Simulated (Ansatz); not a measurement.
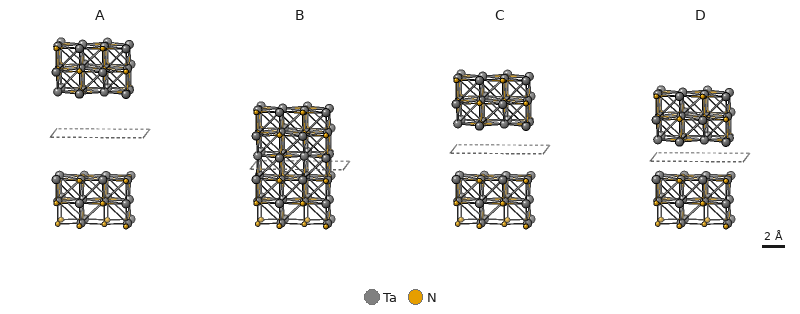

A crystal of Ta$_{4}$N$_{3}$ (I4/mmm): the crystal is pulled apart rigidly along the normal of the (0 0 1) plane of the conventional cell, at a cut between a plane of N/Ta below and one of N/Ta above, 2.04 Å apart. One cut stands in each cell, which starts 8.5 Å high; nothing is relaxed, and the dashed outline marks the cut. The picture is a ball-and-stick view of the layers on both sides of the cut, seen from the side, nearly along the cut plane.

Method: DFT PBEsol, scalar-relativistic, plane waves, PAW in Ansatz 0.2.0. Settings: plane-wave cutoff 420 eV; k-point mesh 9 × 9 × 5; occupations gaussian; smearing width 0.15 eV; no spin polarisation. Energies (free energies at the smearing named) are counted from the relaxed crystal.

Question: Order these geometries by energy, lowest first.

Answer: Lowest first: B (the opening 0.00 Å, 0.00 J/m²), D (the opening 1.50 Å, 3.68 J/m²), C (the opening 3.00 Å, 4.80 J/m²), A (the opening 6.00 Å, 5.20 J/m²). Over the whole scan: at the widest opening, 6.00 Å, the energy has risen by 5.20 J/m², where the curve has levelled off: this is the ideal work of separation, the sum of the two unrelaxed surface energies of a slab 8.5 Å thick. The steepest rise lies between 0.25 Å and 0.50 Å, with a mean traction of about 39 GPa. Pressing the cut together by 0.30 Å costs 2.02 J/m².
